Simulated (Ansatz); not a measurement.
Given this structure, the end point of a relaxation with Ansatz, DFT, PBEsol, plane waves (420 eV) with PAW, scalar-relativistic; the starting structure was generated, so it need not be a known form of this composition, written in its standard cell:

Space group Fm-3m (No. 225). a = 3.999 Å, b = 3.999 Å, c = 3.999 Å, α = 90.00°, β = 90.00°, γ = 90.00°
| atom | site | symmetry | x | y | z |
| --- | --- | --- | --- | --- | --- |
| W | 4a | m-3m | 0.0000 | 0.0000 | 0.0000 |

> What does the kinematic electron diffraction pattern along [001] look like at 200 kV (B = 0.5 Å²)?

The spots form a square net with both shortest vectors at d = 2.00 Å, 90.0° apart. They are 2 0 0 and 0 2 0. The pattern has symmetry 4mm. The lattice centring (F) removes all reflections that break h + k = 2n, h + l = 2n.

Strongest reflections with d > 0.80 Å, one of each family (|F|² from tabulated Gaussian fits of the electron scattering factors, times a small damping for the curvature of the Ewald sphere):

```json
{"hkl": "2 0 0", "d (Å)": "2.000", "I (strongest = 100)": "100"}
{"hkl": "2 2 0", "d (Å)": "1.414", "I (strongest = 100)": "50"}
{"hkl": "4 0 0", "d (Å)": "1.000", "I (strongest = 100)": "21"}
{"hkl": "4 2 0", "d (Å)": "0.894", "I (strongest = 100)": "15"}
```

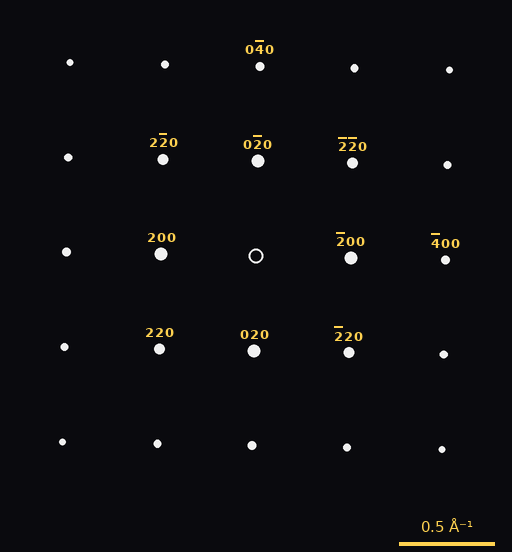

Calculated pattern, seen from the source side with [001] pointing towards the source.
